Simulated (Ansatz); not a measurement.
# Calculations on Au

### Relaxation

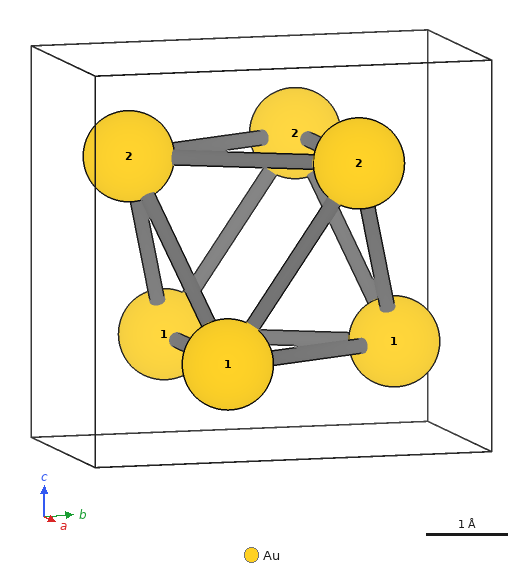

This is the input geometry for a relaxation of solid Au (set up in Cmcm). A ball-and-stick model of the conventional cell (2 times the calculation's cell), seen slightly off an axis. Lengths and directions refer to the drawn axes.

These are results of DFT r2SCAN, scalar-relativistic, plane waves, PAW in Ansatz 0.2.0, not measurements.

Input file:
```yaml
crystal:
  lattice:
    - [1.411309965, -2.555933025, 0.0]
    - [1.411309965, 2.555933025, 0.0]
    - [0.0, 0.0, 4.89316961]
  atoms:
    - { symbol: Au, position: [0.66532797, 0.33467203, 0.25] }
    - { symbol: Au, position: [0.33467203, 0.66532797, 0.75] }
basis:
  ecutwfc: 500
kpoints:
  mp_grid: { grid: [16, 16, 10] }
hamiltonian:
  xc: r2scan
scf:
  occupations: { method: gaussian, width: 0.1 }
output:
  forces: true
  stress: true
  eigenvalues: true
relax:
  adjacent_minimum: "off"
  f_tol: 0.005
  max_steps: 80
  cell: { stress_tol: 0.05 }
```

Run as
```bash
ansatz run input.yaml --threads 1 --pin off --max-ram 2560MiB --backend cpu --events-out ev --progress --plain --runs-dir out
```

**Where does the relaxation end?**

The largest moves relative to the cell, 0.006 Å, are those of Au1 and Au2. Au1 goes along +b. The drawn cell changes as follows: a 2.823 → 2.840 Å (+0.6 %), b 5.112 → 5.101 Å (−0.2 %), c 4.893 → 4.857 Å (−0.7 %); the volume changes by −0.3 %. Some distances before and after: Au1–Au2 2.974 → 2.950 Å, Au1–Au1 2.823 → 2.840 Å, Au1–Au2 (another image) 2.954 → 2.946 Å. The space group stays Cmcm (No. 63). After 2 accepted moves (3 points after the start) the energy has fallen by 0.7 meV per atom. The largest force component goes from 0.01 to 0.0043 eV/Å. Pressure: −0.37 GPa at the start and 0.00 GPa at the end. The SCF was repeated once at an unchanged geometry on a basis and grid sized afresh for the cell, which shifted the energy by less than 0.05 meV per atom at most. The run took 4.9 min on 1 thread of Intel(R) Xeon(R) Processor @ 2.50GHz (Skylake/Cascade Lake), with other jobs on the host, peak memory 0.73 GiB.

Step by step:

```csv
step,"E − E(0), meV/atom","largest force component, eV/Å","pressure, GPa","volume, Å³/atom",note
0,0.00,0.0101,-0.37,17.651,
1,-0.44,0.0049,0.97,17.479,
2,-0.72,0.0043,0.00,17.591,
3,-0.69,0.0043,0.00,17.591,"same geometry, new basis"
```

### Scan

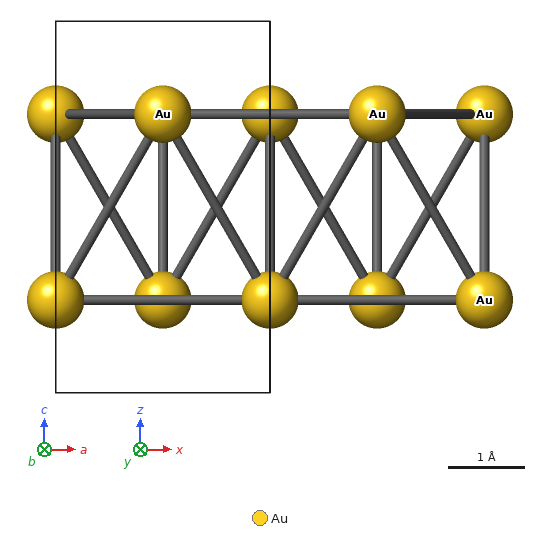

A scan of a crystal of Au (Cmcm): the ratio of the cell's length along z to its lengths across, counted as 1 for the reference, is changed at fixed volume (a c/a path), with the atoms kept at their fractional coordinates. x, y and z are the Cartesian axes of the input. The picture shows the reference cell. The picture is a ball-and-stick view of the conventional cell (2 times the calculation's cell), repeated 2 × 2 × 1 with one cell outlined, seen along the b axis. Lengths and directions refer to the drawn axes.

Theory: Ansatz 0.2.0, DFT PBEsol, scalar-relativistic, plane waves, PAW. Set-up: plane-wave cutoff 420 eV; k-point mesh 22 × 22 × 12; occupations gaussian; smearing width 0.15 eV; no spin polarisation. Energies (free energies at the smearing named) are counted from the cell as listed in its source, which wasn't relaxed.

```
Au
1.0
     1.41131   -2.55593    0.00000
     1.41131    2.55593    0.00000
     0.00000    0.00000    4.89317
Au
2
Direct
  0.66533 0.33467 0.25000
  0.33467 0.66533 0.75000
```

### What energies does the calculation give (the relative ratio: 0.85, 0.92, 0.96, 1.00, 1.10, 1.20)?

| axial ratio over its reference value | ΔE (meV/atom) |
| --- | --- |
| 0.85 | 56.1 |
| 0.92 | 13.9 |
| 0.96 | 2.0 |
| 1.00 | 0.0 |
| 1.10 | 34.5 |
| 1.20 | 125.3 |

Of the computed points the lowest is at the relative ratio 1.00, 0.0 meV/atom. At the ends of the scan the energy is 56.1 meV/atom (0.85) and 125.3 meV/atom (1.20). The unrelaxed reference is under a pressure of −5.3 GPa. The distortion keeps the space group Cmcm. At the relative ratio 1.20 the cell of the drawing goes a 2.823 → 2.656 Å, b 5.112 → 4.810 Å, c 4.893 → 5.526 Å.

### Energy map

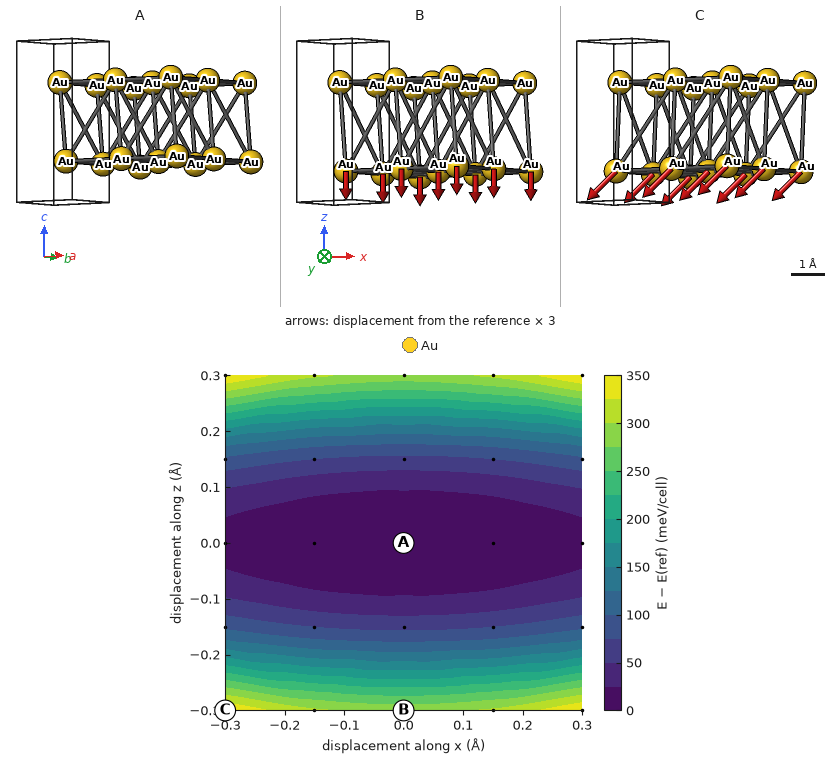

Energy scan for solid Au (Cmcm), in which an Au atom (one in each cell of 2 atoms) is moved over the plane of the Cartesian directions x and z, all else fixed. The map is interpolated between the computed points (dots). The lettered frames are marked on it. A ball-and-stick model of the cell of the calculation, repeated 3 × 3 × 1 with one cell outlined, seen nearly along the normal of the scanned plane. Red arrows: displacements from the reference.

All numbers below come from DFT PBEsol, scalar-relativistic, plane waves, PAW (Ansatz). Settings: plane-wave cutoff 420 eV; k-point mesh 20 × 20 × 10; occupations gaussian; smearing width 0.15 eV; no spin polarisation. Energies (free energies at the smearing named) are counted from the cell as listed in its source, which wasn't relaxed.

What does the map show?

In pairs of (displacement along x (Å); displacement along z (Å)): the lowest computed point lies at (0.00, 0.00) (0 meV/cell), the highest at (−0.30, −0.30), (−0.30, 0.30), (0.30, −0.30), (0.30, 0.30) (349 meV/cell).  Over the ranges scanned the energy rises more along the second axis, the displacement along z. The frames lie at A (0.00, 0.00): 0 meV/cell, B (0.00, −0.30): 290 meV/cell, C (−0.30, −0.30): 349 meV/cell.
